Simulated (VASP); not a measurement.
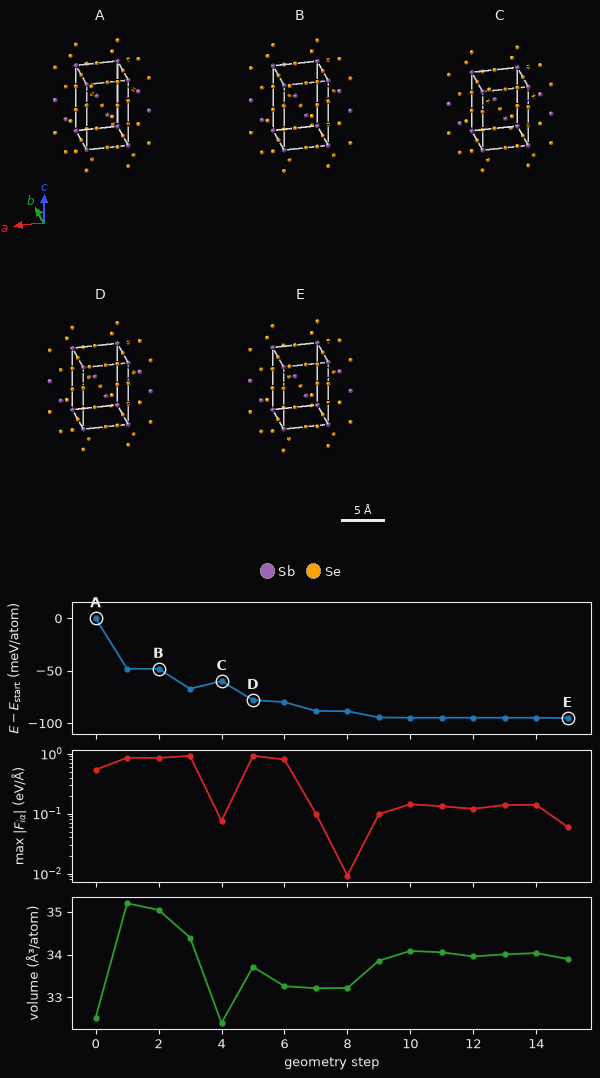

Frames of a relaxation of solid Sb2Se5 (a generated structure, set up in Pmmm), marked on the history of the run. The picture is a ball-and-stick view of the cell of the calculation, seen from a free direction.

The run lets cell and atoms move.

Theory: Kohn-Sham DFT of a periodic cell, PBE, VASP PAW PBE potentials, recommended in VASP.

Input file:
```
SYSTEM = Sb2Se5
  ALGO = Fast
  EDIFF = 1E-4
  EDIFFG = -0.08
  ENCUT = 520
  GGA = PE
  IBRION = 2
  ISIF = 3
  ISMEAR = 0
  LASPH = .True.
  LCHARG = .False.
  LREAL = .False.
  LWAVE = .False.
  NELM = 60
  NSW = 24
  PREC = Normal
  SIGMA = 0.15
```

Launched with:
```bash
cat potpaw_PBE.64/Sb/POTCAR potpaw_PBE.64/Se/POTCAR > POTCAR
mpirun -np 1 vasp_std > vasp.out
```

Question: What happens along the run?

Answer: The largest moves relative to the cell, 0.22 Å, are those of Se atoms. Sb stays in place. The drawn cell changes as follows: a 5.027 → 5.398 Å (+7.4 %), b 5.328 → 5.432 Å (+2.0 %), c 8.500 → 8.093 Å (−4.8 %); the volume changes by +4.2 %. Some distances before and after: Se–Se 3.077 → 2.488 Å, Sb–Se 2.514 → 2.699 Å, Sb–Se 2.711 → 2.802 Å, Sb–Se 2.664 → 2.716 Å. Bond angles that change, for instance: Se–Sb–Se 117.1° → 130.5°, Sb–Se–Sb 117.1° → 130.5°, Sb–Se–Sb 121.5° → 114.8°. The space group stays Pmmm (No. 47). After 15 geometry steps the energy has fallen by 95.0 meV per atom. The largest force component goes from 0.54 to 0.06 eV/Å. The pressure goes from 2.77 to −0.01 GPa. From step 0 to 2: Se atoms move most (0.02 Å), volume +7.8 %, energy −48.1 meV per atom. From step 2 to 4: Se atoms move most (0.17 Å), volume −7.6 %, energy −11.7 meV per atom. From step 4 to 5: Se atoms move most (0.09 Å), volume +4.1 %, energy −18.0 meV per atom. From step 5 to 15: Se atoms move most (0.11 Å), volume +0.5 %, energy −17.2 meV per atom.
